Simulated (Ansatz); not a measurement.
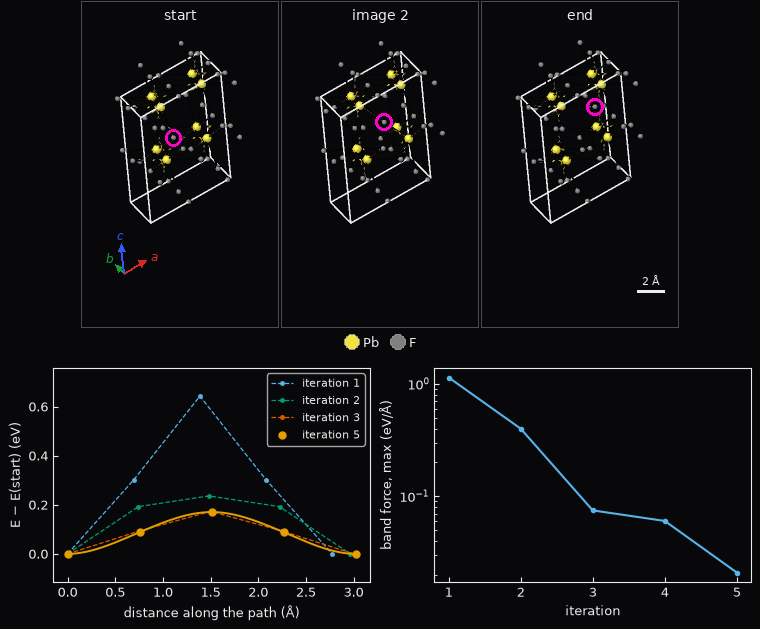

NEB run on a defect cell of composition Pb8F15 (cell charge +1) with an F vacancy (23 atoms in the cell). Images are numbered from 0 (start) to 4 (end). The plot follows the band through its iterations. A ball-and-stick model of the reduced simulation cell (origin moved), seen slightly off an axis. The moving atom is ringed, with any periodic copies. Lengths and directions refer to the drawn axes. Bonds to atoms that aren't drawn are left out.

The calculation used DFT PBEsol, scalar-relativistic, plane waves, PAW in Ansatz 0.2.0. Run with plane-wave cutoff 420 eV; k-point mesh 4 × 4 × 4; Gaussian smearing 0.05 eV; 3 movable images; climbing image from the first iteration; force threshold 0.05 eV/Å; iteration limit 60.

Judge this run.

The run is converged, with reservations. The band converged in 5 iterations. The largest component of the band force went from 1.1 to 0.021 eV/Å. The climbing image converged on the top of the path. Its curvatures weren't checked. The first iteration put the highest image at 0.643 eV. The barrier is about 0.171 eV in both directions, with image 2 at the top; the ends have the same energy.

Limits of the set-up: the periodic images lie only 8.3 Å apart, so the values are limited by the cell's size; the cell is charged, on a uniform background, and energies carry no finite-size correction.
